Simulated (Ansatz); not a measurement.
Input file:

```
crystal:
  lattice:
    - [5.9450241161, 0.0, 0.0]
    - [0.0, 5.5306685627, 0.0]
    - [0.0, 0.0, 4.7142982858]
  atoms:
    - { symbol: Pb, position: [0.2287867878, -0.0112815331, 0.25] }
    - { symbol: Pb, position: [0.7712132122, 1.0112815331, 0.75] }
    - { symbol: Pb, position: [0.2287867878, 0.5112815331, 0.75] }
    - { symbol: Pb, position: [0.7712132122, 0.4887184669, 0.25] }
    - { symbol: O, position: [0.8648370003, 0.0919462188, 0.25] }
    - { symbol: O, position: [0.1351629997, 0.9080537812, 0.75] }
    - { symbol: O, position: [0.8648370003, 0.4080537812, 0.75] }
    - { symbol: O, position: [0.1351629997, 0.5919462188, 0.25] }
basis:
  ecutwfc: 420
kpoints:
  mp_grid: { grid: [6, 6, 6] }
  band_path:
    path:
      - [[0.0, 0.0, 0.0], [0.5, 0.0, 0.0], [0.5, 0.5, 0.0], [0.0, 0.5, 0.0], [0.0, 0.0, 0.0], [0.0, 0.0, 0.5], [0.5, 0.0, 0.5], [0.5, 0.5, 0.5], [0.0, 0.5, 0.5], [0.0, 0.0, 0.5]]
      - [[0.5, 0.0, 0.0], [0.5, 0.0, 0.5]]
      - [[0.0, 0.5, 0.0], [0.0, 0.5, 0.5]]
      - [[0.5, 0.5, 0.0], [0.5, 0.5, 0.5]]
    npoints: 14
hamiltonian:
  xc: pbesol
scf:
  occupations: { method: gaussian, width: 0.02 }
  n_extra_bands: 20
output:
  forces: true
  stress: true
  eigenvalues: true
  populations: true
  dos: { projected: true, de: 0.02, nscf_kmesh: { grid: [9, 9, 9] } }
  bader: true
  write_density: true
  write_potential: true
  elf: true
  volumetric_format: npy
```

Run with:

```sh
ansatz run input.yaml --threads 4 --pin off --max-ram 10240MiB --backend cpu --events-out ev --progress --plain --runs-dir out
```

Below, planes, directions and counts refer to the conventional cell (a = 5.95 Å, b = 5.53 Å, c = 4.71 Å, α = 90.00°, β = 90.00°, γ = 90.00°).

Space group Pbcm.

Computed with Ansatz 0.2.0, DFT PBEsol, scalar-relativistic, plane waves, PAW.

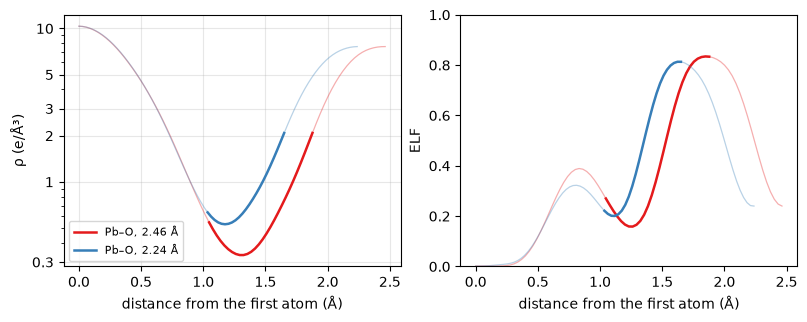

PbO. Valence pseudo-density and electron localisation function along straight lines between neighbouring atoms. Thin, pale parts lie inside the atomic spheres.

The density is the valence pseudo-density of a PAW calculation; it isn't the true density close to the nuclei.

### Compare the contacts.

Pb–O (2.46 Å): ρ at the midpoint is about 0.35 e/Å³; the ELF is about 0.15 at the midpoint; no localised pair shows between them.
Pb–O (2.24 Å): ρ at the midpoint is about 0.54 e/Å³; the ELF peaks at about 0.80 in the valence shell of O, 0.6 Å from its nucleus, and drops to about 0.20 between the two atoms.
